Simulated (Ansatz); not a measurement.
# Geometry relaxation, with input and output: TaSi2 (part 3 of 3)

Continued. System: TaSi2 (9 atoms in the cell). Method: DFT LDA, scalar-relativistic, plane waves, PAW, no spin polarisation (Ansatz 0.2.0); cutoff 420 eV, 12×12×6 k-mesh, Fermi–Dirac smearing of 0.15 eV. The structure derives from an entry of the Crystallography Open Database. It belongs to a series of runs on one base structure; here: elastic constants, atoms relaxed.

Geometry of the input (Å; fractional positions):
```
4.7301  0.0000  0.0000
-2.3650  4.0964  0.0000
0.0000  0.0000  6.5252
Ta 0.5000  0.0000  0.0000
Ta 0.5000  0.5000  0.6667
Ta -0.0000  0.5000  0.3333
Si 0.1598  0.3197  0.0000
Si 0.8402  0.1598  0.6667
Si 0.6803  0.8402  0.3333
Si 0.8402  0.6803  0.0000
Si 0.1598  0.8402  0.6667
Si 0.3197  0.1598  0.3333
```

**Trajectory as extended XYZ, continued**
```
9
Lattice="4.7301 0.0000 0.0000 -2.3650 4.0964 0.0000 0.0000 0.0000 6.5252" Properties=species:S:1:pos:R:3:forces:R:3 step=1 energy=-32704.94648
Ta    2.3769    0.0000    0.0000    0.0000   0.0000   0.0000
Ta    1.1884    2.0482    4.3501    0.0000   0.0000   0.0251
Ta   -1.1884    2.0482    2.1751    0.0000   0.0000  -0.0251
Si    0.0000    1.3095    0.0000    0.0000  -0.0016   0.0000
Si    3.6140    0.6547    4.3501    0.0126   0.0038   0.0101
Si    1.2372    3.4416    2.1751    0.0126  -0.0038  -0.0101
Si    2.3769    2.7869    0.0000    0.0000   0.0016   0.0000
Si   -1.2372    3.4416    4.3501   -0.0126  -0.0038   0.0101
Si    1.1397    0.6547    2.1751   -0.0126   0.0038  -0.0101
9
Lattice="4.7301 0.0000 0.0000 -2.3650 4.0964 0.0000 0.0000 0.0000 6.5252" Properties=species:S:1:pos:R:3:forces:R:3 step=3 energy=-32704.94656
Ta    2.3769    0.0000    0.0000    0.0000   0.0000   0.0000
Ta    1.1884    2.0482    4.3515    0.0000   0.0000   0.0000
Ta   -1.1884    2.0482    2.1737    0.0000   0.0000   0.0000
Si    0.0000    1.3092    0.0000    0.0000   0.0000   0.0000
Si    3.6151    0.6554    4.3507    0.0000   0.0000   0.0000
Si    1.2382    3.4410    2.1745    0.0000   0.0000   0.0000
Si    2.3769    2.7871    0.0000    0.0000   0.0000   0.0000
Si   -1.2382    3.4410    4.3507    0.0000   0.0000   0.0000
Si    1.1386    0.6554    2.1745    0.0000   0.0000   0.0000
9
Lattice="4.7301 0.0000 0.0000 -2.3650 4.0964 0.0000 0.0000 0.0000 6.5252" Properties=species:S:1:pos:R:3:forces:R:3 step=1 energy=-32704.94552
Ta    2.3650    0.0000    0.0000    0.0000   0.0000   0.0000
Ta    1.1825    2.0482    4.3284    0.0000   0.0000   0.0000
Ta   -1.1825    2.0482    2.1642    0.0000   0.0000   0.0000
Si    0.0000    1.3095    0.0000    0.0000  -0.0170   0.0000
Si    3.5960    0.6547    4.3284    0.0147  -0.0085   0.0000
Si    1.2310    3.4416    2.1642    0.0147   0.0085   0.0000
Si    2.3650    2.7869    0.0000    0.0000   0.0170   0.0000
Si   -1.2310    3.4416    4.3284   -0.0147   0.0085   0.0000
Si    1.1340    0.6547    2.1642   -0.0147  -0.0085   0.0000
9
Lattice="4.7301 0.0000 0.0000 -2.3650 4.0964 0.0000 0.0000 0.0000 6.5252" Properties=species:S:1:pos:R:3:forces:R:3 step=2 energy=-32704.94558
Ta    2.3650    0.0000    0.0000    0.0000   0.0000   0.0000
Ta    1.1825    2.0482    4.3284    0.0000   0.0000   0.0000
Ta   -1.1825    2.0482    2.1642    0.0000   0.0000   0.0000
Si    0.0000    1.3083    0.0000    0.0000  -0.0011   0.0000
Si    3.5970    0.6542    4.3284    0.0009  -0.0005   0.0000
Si    1.2320    3.4422    2.1642    0.0009   0.0005   0.0000
Si    2.3650    2.7880    0.0000    0.0000   0.0011   0.0000
Si   -1.2320    3.4422    4.3284   -0.0009   0.0005   0.0000
Si    1.1331    0.6542    2.1642   -0.0009  -0.0005   0.0000
9
Lattice="4.7301 0.0000 0.0000 -2.3650 4.0964 0.0000 0.0000 0.0000 6.5252" Properties=species:S:1:pos:R:3:forces:R:3 step=3 energy=-32704.94558
Ta    2.3650    0.0000    0.0000    0.0000   0.0000   0.0000
Ta    1.1825    2.0482    4.3284    0.0000   0.0000   0.0000
Ta   -1.1825    2.0482    2.1642    0.0000   0.0000   0.0000
Si    0.0000    1.3083    0.0000    0.0000   0.0000   0.0000
Si    3.5971    0.6541    4.3284    0.0000   0.0000   0.0000
Si    1.2321    3.4422    2.1642    0.0000   0.0000   0.0000
Si    2.3650    2.7881    0.0000    0.0000   0.0000   0.0000
Si   -1.2321    3.4422    4.3284    0.0000   0.0000   0.0000
Si    1.1330    0.6541    2.1642    0.0000   0.0000   0.0000
9
Lattice="4.7301 0.0000 0.0000 -2.3650 4.0964 0.0000 0.0000 0.0000 6.5252" Properties=species:S:1:pos:R:3:forces:R:3 step=1 energy=-32704.94562
Ta    2.3650    0.0000    0.0000    0.0000   0.0000   0.0000
Ta    1.1825    2.0482    4.3719    0.0000   0.0000   0.0000
Ta   -1.1825    2.0482    2.1859    0.0000   0.0000   0.0000
Si    0.0000    1.3095    0.0000    0.0000   0.0164   0.0000
Si    3.5960    0.6547    4.3719   -0.0142   0.0082   0.0000
Si    1.2310    3.4416    2.1859   -0.0142  -0.0082   0.0000
Si    2.3650    2.7869    0.0000    0.0000  -0.0164   0.0000
Si   -1.2310    3.4416    4.3719    0.0142  -0.0082   0.0000
Si    1.1340    0.6547    2.1859    0.0142   0.0082   0.0000
9
Lattice="4.7301 0.0000 0.0000 -2.3650 4.0964 0.0000 0.0000 0.0000 6.5252" Properties=species:S:1:pos:R:3:forces:R:3 step=2 energy=-32704.94568
Ta    2.3650    0.0000    0.0000    0.0000   0.0000   0.0000
Ta    1.1825    2.0482    4.3719    0.0000   0.0000   0.0000
Ta   -1.1825    2.0482    2.1859    0.0000   0.0000   0.0000
Si    0.0000    1.3107    0.0000    0.0000   0.0003   0.0000
Si    3.5950    0.6553    4.3719   -0.0002   0.0001   0.0000
Si    1.2300    3.4410    2.1859   -0.0002  -0.0001   0.0000
Si    2.3650    2.7857    0.0000    0.0000  -0.0003   0.0000
Si   -1.2300    3.4410    4.3719    0.0002  -0.0001   0.0000
Si    1.1351    0.6553    2.1859    0.0002   0.0001   0.0000
9
Lattice="4.7301 0.0000 0.0000 -2.3650 4.0964 0.0000 0.0000 0.0000 6.5252" Properties=species:S:1:pos:R:3:forces:R:3 step=3 energy=-32704.94568
Ta    2.3650    0.0000    0.0000    0.0000   0.0000   0.0000
Ta    1.1825    2.0482    4.3719    0.0000   0.0000   0.0000
Ta   -1.1825    2.0482    2.1859    0.0000   0.0000   0.0000
Si    0.0000    1.3107    0.0000    0.0000   0.0000   0.0000
Si    3.5950    0.6553    4.3719    0.0000   0.0000   0.0000
Si    1.2300    3.4410    2.1859    0.0000   0.0000   0.0000
Si    2.3650    2.7857    0.0000    0.0000   0.0000   0.0000
Si   -1.2300    3.4410    4.3719    0.0000   0.0000   0.0000
Si    1.1351    0.6553    2.1859    0.0000   0.0000   0.0000
9
Lattice="4.7301 0.0000 0.0000 -2.3650 4.0964 0.0000 0.0000 0.0000 6.5252" Properties=species:S:1:pos:R:3:forces:R:3 step=1 energy=-32704.94873
Ta    2.3650    0.0000    0.0000    0.0279   0.0000   0.0000
Ta    1.1825    2.0373    4.3450   -0.0156   0.0251   0.0003
Ta   -1.1825    2.0427    2.1699   -0.0156  -0.0251  -0.0003
Si    0.0000    1.3095   -0.0033    0.0153   0.0002  -0.0097
Si    3.5960    0.6439    4.3485   -0.0069   0.0128  -0.0044
Si    1.2310    3.4362    2.1665   -0.0069  -0.0128   0.0044
Si    2.3650    2.7869   -0.0070    0.0153  -0.0002   0.0097
Si   -1.2310    3.4308    4.3415   -0.0067   0.0127   0.0052
Si    1.1340    0.6493    2.1734   -0.0067  -0.0127  -0.0052
9
Lattice="4.7301 0.0000 0.0000 -2.3650 4.0964 0.0000 0.0000 0.0000 6.5252" Properties=species:S:1:pos:R:3:forces:R:3 step=2 energy=-32704.94889
Ta    2.3691    0.0000    0.0000   -0.0255   0.0000   0.0000
Ta    1.1803    2.0409    4.3450    0.0184  -0.0253  -0.0004
Ta   -1.1847    2.0392    2.1699    0.0184   0.0253   0.0004
Si    0.0029    1.3095   -0.0042    0.0012   0.0001   0.0055
Si    3.5947    0.6463    4.3480   -0.0034   0.0026   0.0027
Si    1.2296    3.4337    2.1669   -0.0034  -0.0026  -0.0027
Si    2.3679    2.7869   -0.0060    0.0012  -0.0001  -0.0055
Si   -1.2323    3.4332    4.3420   -0.0034   0.0026  -0.0028
Si    1.1327    0.6468    2.1729   -0.0034  -0.0026   0.0028
9
Lattice="4.7301 0.0000 0.0000 -2.3650 4.0964 0.0000 0.0000 0.0000 6.5252" Properties=species:S:1:pos:R:3:forces:R:3 step=3 energy=-32704.94896
Ta    2.3677    0.0000    0.0000   -0.0021   0.0000   0.0000
Ta    1.1814    2.0395    4.3450    0.0022  -0.0025   0.0000
Ta   -1.1837    2.0406    2.1700    0.0022   0.0025   0.0000
Si    0.0024    1.3095   -0.0039    0.0019   0.0001   0.0009
Si    3.5947    0.6460    4.3482   -0.0015   0.0020   0.0004
Si    1.2297    3.4340    2.1668   -0.0015  -0.0020  -0.0004
Si    2.3675    2.7869   -0.0063    0.0019  -0.0001  -0.0009
Si   -1.2323    3.4329    4.3419   -0.0015   0.0020  -0.0005
Si    1.1328    0.6472    2.1731   -0.0015  -0.0020   0.0005
9
Lattice="4.7301 0.0000 0.0000 -2.3650 4.0964 0.0000 0.0000 0.0000 6.5252" Properties=species:S:1:pos:R:3:forces:R:3 step=5 energy=-32704.94896 accepted=F
Ta    2.3677    0.0000    0.0000    0.0001   0.0000   0.0000
Ta    1.1816    2.0394    4.3450   -0.0004   0.0003  -0.0001
Ta   -1.1835    2.0407    2.1699   -0.0004  -0.0003   0.0001
Si    0.0026    1.3095   -0.0041    0.0000   0.0001   0.0021
Si    3.5945    0.6463    4.3481    0.0008  -0.0001   0.0009
Si    1.2294    3.4338    2.1668    0.0008   0.0001  -0.0009
Si    2.3677    2.7869   -0.0062    0.0000  -0.0001  -0.0021
Si   -1.2324    3.4331    4.3419   -0.0004  -0.0001  -0.0011
Si    1.1326    0.6469    2.1730   -0.0004   0.0001   0.0011
9
Lattice="4.7301 0.0000 0.0000 -2.3650 4.0964 0.0000 0.0000 0.0000 6.5252" Properties=species:S:1:pos:R:3:forces:R:3 step=6 energy=-32704.94897
Ta    2.3676    0.0000    0.0000    0.0000   0.0000   0.0000
Ta    1.1815    2.0394    4.3450    0.0000   0.0000   0.0000
Ta   -1.1836    2.0406    2.1700    0.0000   0.0000   0.0000
Si    0.0027    1.3095   -0.0038    0.0000   0.0000   0.0000
Si    3.5946    0.6463    4.3482    0.0000   0.0000   0.0000
Si    1.2295    3.4338    2.1667    0.0000   0.0000   0.0000
Si    2.3677    2.7869   -0.0064    0.0000   0.0000   0.0000
Si   -1.2325    3.4332    4.3418    0.0000   0.0000   0.0000
Si    1.1326    0.6469    2.1731    0.0000   0.0000   0.0000
9
Lattice="4.7301 0.0000 0.0000 -2.3650 4.0964 0.0000 0.0000 0.0000 6.5252" Properties=species:S:1:pos:R:3:forces:R:3 step=1 energy=-32704.94873
Ta    2.3650    0.0000    0.0000   -0.0279   0.0000   0.0000
Ta    1.1825    2.0591    4.3552    0.0156  -0.0251   0.0003
Ta   -1.1825    2.0536    2.1802    0.0156   0.0251  -0.0003
Si    0.0000    1.3095    0.0033   -0.0153   0.0002   0.0097
Si    3.5960    0.6656    4.3518    0.0067  -0.0127   0.0052
Si    1.2310    3.4471    2.1837    0.0067   0.0127  -0.0052
Si    2.3650    2.7869    0.0070   -0.0153  -0.0002  -0.0097
Si   -1.2310    3.4525    4.3587    0.0069  -0.0128  -0.0044
Si    1.1340    0.6602    2.1767    0.0069   0.0128   0.0044
9
Lattice="4.7301 0.0000 0.0000 -2.3650 4.0964 0.0000 0.0000 0.0000 6.5252" Properties=species:S:1:pos:R:3:forces:R:3 step=2 energy=-32704.94897
Ta    2.3625    0.0000    0.0000   -0.0009   0.0000   0.0000
Ta    1.1836    2.0570    4.3553    0.0001  -0.0006  -0.0010
Ta   -1.1815    2.0557    2.1801    0.0001   0.0006   0.0010
Si   -0.0027    1.3095    0.0038   -0.0001  -0.0001   0.0001
Si    3.5975    0.6633    4.3521    0.0004  -0.0001  -0.0004
Si    1.2324    3.4494    2.1834    0.0004   0.0001   0.0004
Si    2.3624    2.7869    0.0064   -0.0001   0.0001  -0.0001
Si   -1.2295    3.4501    4.3585    0.0001  -0.0002  -0.0006
Si    1.1355    0.6626    2.1769    0.0001   0.0002   0.0006
9
Lattice="4.7301 0.0000 0.0000 -2.3650 4.0964 0.0000 0.0000 0.0000 6.5252" Properties=species:S:1:pos:R:3:forces:R:3 step=3 energy=-32704.94897
Ta    2.3624    0.0000    0.0000   -0.0001   0.0000   0.0000
Ta    1.1836    2.0570    4.3552    0.0000   0.0000   0.0000
Ta   -1.1815    2.0557    2.1802    0.0000   0.0000   0.0000
Si   -0.0027    1.3095    0.0038    0.0000   0.0000   0.0000
Si    3.5975    0.6632    4.3520    0.0000   0.0000   0.0000
Si    1.2325    3.4495    2.1834    0.0000   0.0000   0.0000
Si    2.3623    2.7869    0.0064    0.0000   0.0000   0.0000
Si   -1.2295    3.4501    4.3584    0.0001   0.0000   0.0000
Si    1.1355    0.6626    2.1770    0.0001   0.0000   0.0000
9
Lattice="4.7301 0.0000 0.0000 -2.3650 4.0964 0.0000 0.0000 0.0000 6.5252" Properties=species:S:1:pos:R:3:forces:R:3 step=4 energy=-32704.94897
Ta    2.3624    0.0000    0.0000    0.0000   0.0000   0.0000
Ta    1.1836    2.0570    4.3552    0.0000   0.0000   0.0000
Ta   -1.1815    2.0557    2.1802    0.0000   0.0000   0.0000
Si   -0.0027    1.3095    0.0038    0.0000   0.0000   0.0000
Si    3.5975    0.6632    4.3520    0.0000   0.0000   0.0000
Si    1.2325    3.4495    2.1834    0.0000   0.0000   0.0000
Si    2.3623    2.7869    0.0064    0.0000   0.0000   0.0000
Si   -1.2295    3.4501    4.3585    0.0000   0.0000   0.0000
Si    1.1355    0.6626    2.1770    0.0000   0.0000   0.0000
```

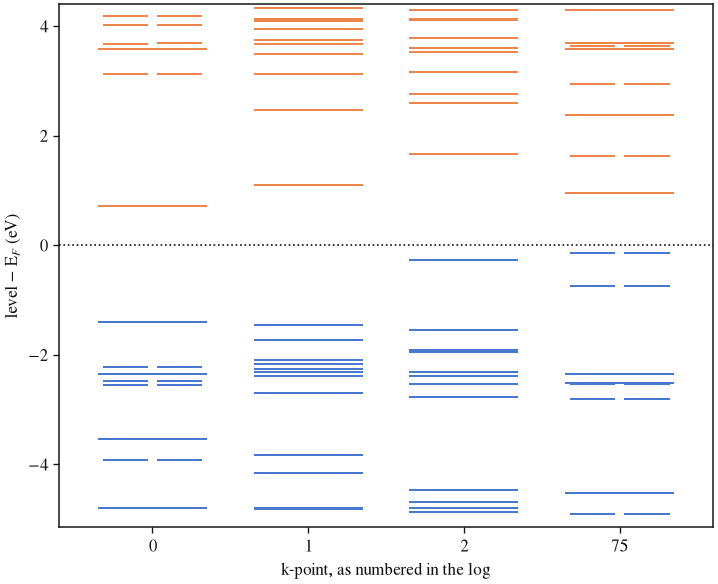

**Figure 1.** Kohn–Sham levels near the Fermi level (dotted) at the few k-points that the log prints; levels within 0.02 eV of each other stand side by side. The system is metallic on the full mesh.

**Key numbers**

```tsv
quantity	value
outcome	converged
space group (tolerance 0.01 Å)	P6₄22 (181) → P1 (1)
electrons treated	63
free energy	−32704.9504 eV
Fermi energy	15.401 eV
gap on the k-point mesh	none (metallic)
pressure	0.00 GPa
final volume	126.43 Å³
bulk modulus (Hill)	202.5 GPa
shear modulus (Hill)	153.6 GPa
largest force (length of the vector) at the end	under 0.001 eV/Å
final cell	a = 4.730 Å, b = 4.730 Å, c = 6.525 Å, α = 90.00°, β = 90.00°, γ = 120.00°
elastic stability	stable
wall time	18 min (CPU time 65 min)
peak memory	1.3 GiB
```

**Notes**

Results for this metal are sensitive to the k-point mesh. Spin–orbit coupling is left out, which matters for Ta.
